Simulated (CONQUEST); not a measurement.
## SiO₂: 7 runs along one coordinate

System: SiO₂ (I-42d, 12 atoms in the cell).
Method: Kohn-Sham DFT of a periodic cell, LDA-VWN, PseudoDojo NC LDA, no spin polarisation (CONQUEST 1.3).

The 7 runs differ only in the geometry, by an even scaling of the cell at fixed fractional positions. The structure derives from a Materials Project entry.

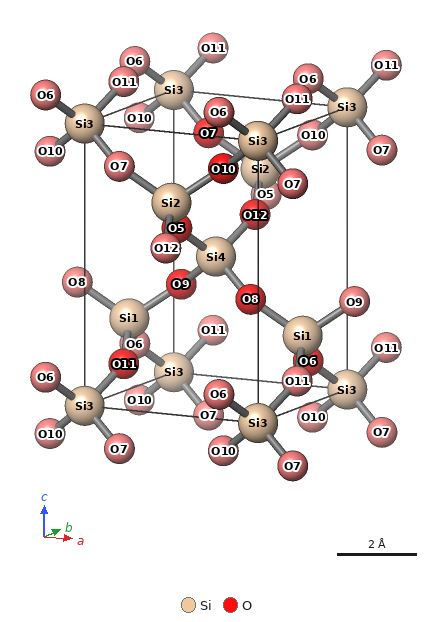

Figure 1. The structure of run 4 (ball-and-stick view of the cell of the calculation, seen at an oblique angle; neighbours outside the cell are drawn fainter; atoms are numbered from 1 in the order of the input).

**Input of run 4**
```
IO.Title SiO2
IO.Coordinates coords.dat
IO.FractionalAtomicCoords T
IO.Iprint 2
IO.Iprint_init 1
General.NumberOfSpecies 2
General.PseudopotentialType hamann
General.DistanceUnits A
General.FunctionalType -1007
General.DifferentFunctional T
AtomMove.TypeOfRun static
AtomMove.FullStress T
Grid.PointsAlongX 60
Grid.PointsAlongY 60
Grid.PointsAlongZ 80
DM.SolutionMethod diagon
Diag.MPMesh T
Diag.GammaCentred T
Diag.MPMeshX 3
Diag.MPMeshY 3
Diag.MPMeshZ 2
Diag.kT 0.00367493
minE.SCTolerance 1e-6
SC.MaxIters 100
IO.AtomChargeOutput T
%block ChemicalSpeciesLabel
1 28.090 Si
2 16.000 O
%endblock
```

Command:
```bash
OMP_NUM_THREADS=1 Conquest
```

Lattice vectors (Å) and fractional positions of run 4:
```
   4.954581    0.000000    0.000000
   0.000000    4.954581    0.000000
   0.000000    0.000000    7.311342
Si  0.000000  0.500000  0.250000
Si  0.500000  0.000000  0.750000
Si  0.000000  0.000000  0.000000
Si  0.500000  0.500000  0.500000
O   0.403214  0.250000  0.625000
O   0.903214  0.750000  0.125000
O   0.250000  0.903214  0.875000
O   0.750000  0.403214  0.375000
O   0.250000  0.596786  0.375000
O   0.750000  0.096786  0.875000
O   0.096786  0.250000  0.125000
O   0.596786  0.750000  0.625000
```

Run 6 has the same physical settings and fractional positions; its lattice vectors (Å) are:
```
   5.019780    0.000000    0.000000
   0.000000    5.019780    0.000000
   0.000000    0.000000    7.407555
```

**Results, with one run withheld**

```tsv
run	volume per atom (Å³)	free energy per atom, from the lowest run given (meV)	pressure (GPa)	gap on the mesh (eV)
1	14.059	28.25	10.70	6.48
2	14.358	12.07	6.75	6.37
3	14.657	2.82	3.22	6.24
4	14.956	0.00	0.00	6.11
5	15.256	2.85	−2.88	5.97
6	15.555	?	?	?
7	15.854	23.53	−7.91	5.67
```

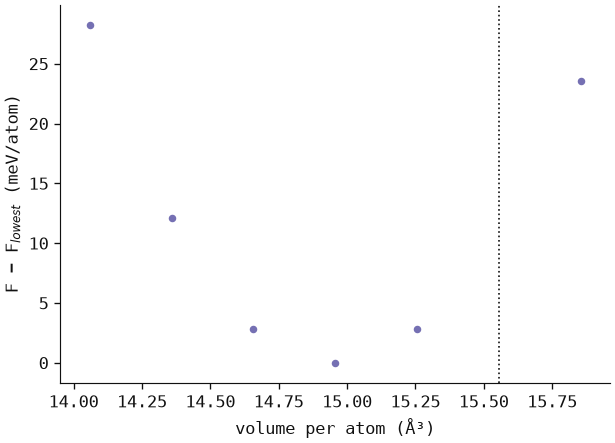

Figure 2. Free energy per atom of the runs given; the dotted line marks run 6.

Estimate the energy of run 6 from the others.

A cubic polynomial in V^(−2/3) (the Birch–Murnaghan form), fitted to the 6 runs given, misses them by at most 0.03 meV per atom. With x = V^(−2/3) − 0.16561 Å⁻², it reads F = 0.40352 + 995.11 x + 5.9259e+05 x² + 2.3373e+05 x³ (meV per atom). At run 6 it gives 10.86 meV per atom, and the run itself gives 10.87. The slope of the fit gives a pressure −dF/dV of −5.58 GPa there, and the run prints −5.52 GPa. The two needn't agree exactly: the fit is approximate, and the printed stress is taken on a finite basis. The fit has its minimum at 14.951 Å³ per atom, where V d²F/dV² gives 153 GPa. Cell shape and fractional positions are held, so this is the stiffness under even scaling; the relaxed bulk modulus wasn't computed. The gap on the mesh goes, without turning, from 6.48 eV in run 1 to 5.67 eV in run 7; run 6 has 5.82 eV. These are gaps of this functional on this mesh, which can miss the band edges; they aren't the measured gap.

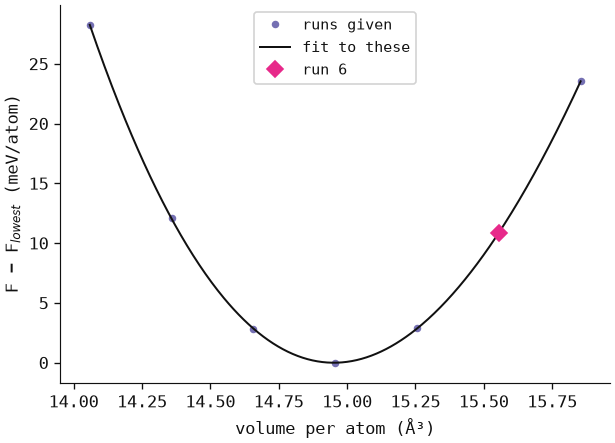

Figure 3. The fit and the withheld run.

**Some lines of the output (run 6)**
```
[...]
      Using Fermi-Dirac smearing
          DFT Total Energy                 :      -149.024071170718884 Ha
          DFT Total Energy                 :      -149.500608044589455 Ha
          DFT Total Energy                 :      -149.557333055555546 Ha
          DFT Total Energy                 :      -149.557406771740659 Ha
          DFT Total Energy                 :      -149.557443554179940 Ha
          DFT Total Energy                 :      -149.557447653954057 Ha
          DFT Total Energy                 :      -149.557447656002211 Ha
      |* DFT total energy        =      -149.557447656002211 Ha
    force: Average pressure:     -5.52018995 GPa
```

Notes: The record of the run, not the program, notes: read_and_write: Functional in input file differs to pseudopotential but proceeding: -1007 -1012. Points of doubt noted for this run: output prints bohr positions as angstrom. With a small basis of atomic orbitals these values can differ much from converged plane-wave results.
